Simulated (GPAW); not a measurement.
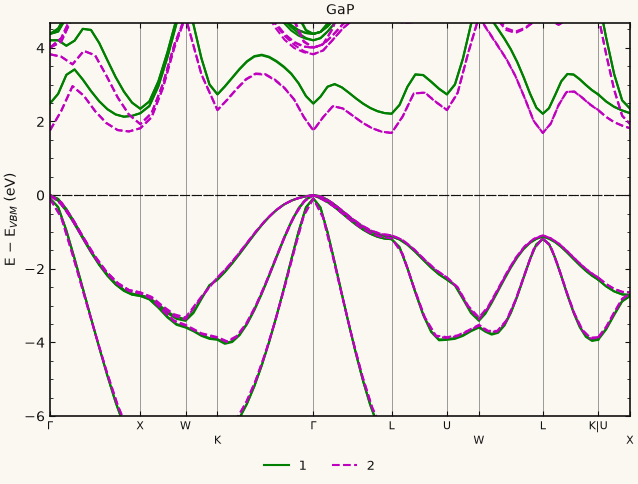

Band structures of zincblende GaP, space group F-43m, 2 atoms in the primitive cell (cubic a = 5.451 Å), by two methods on the same cell. Each is counted from its own valence-band top.

Question: Which curve is which? The methods: mBEEF+SOC, BLYP+SOC.

Answer: 1 is mBEEF+SOC; 2 is BLYP+SOC. mBEEF+SOC gives a gap of 2.13 eV along the path and BLYP+SOC gives a gap of 1.69 eV along the path.

Settings. mBEEF+SOC: GPAW PAW data sets (gpaw-data 1.2.1), spin-orbit coupling, no magnetisation, 8×8×8 k mesh, 600 eV cutoff, Fermi-Dirac smearing of 0.05 eV (GPAW 26.7.0). BLYP+SOC: PAW data sets generated in the run's folder for this functional, spin-orbit coupling, no magnetisation, 8×8×8 k mesh, 600 eV cutoff, Fermi-Dirac smearing of 0.05 eV (GPAW 26.7.0).

The cell is at 8 GPa in BLYP+SOC and 2 GPa in mBEEF+SOC. Spin-orbit coupling was added after a scalar SCF, so levels and gaps hold it while energy, forces, pressure and moments don't. This program's spin-orbit splittings come out too wide for heavy elements. Measured GaP has its conduction bottom near X; the order of its valleys hangs on the functional and the volume. The potentials hold the d shell of Ga in the core, which widens gaps. LDA, GGA and most meta-GGA functionals understate gaps. mBEEF+SOC: the PAW data sets were made with another functional.
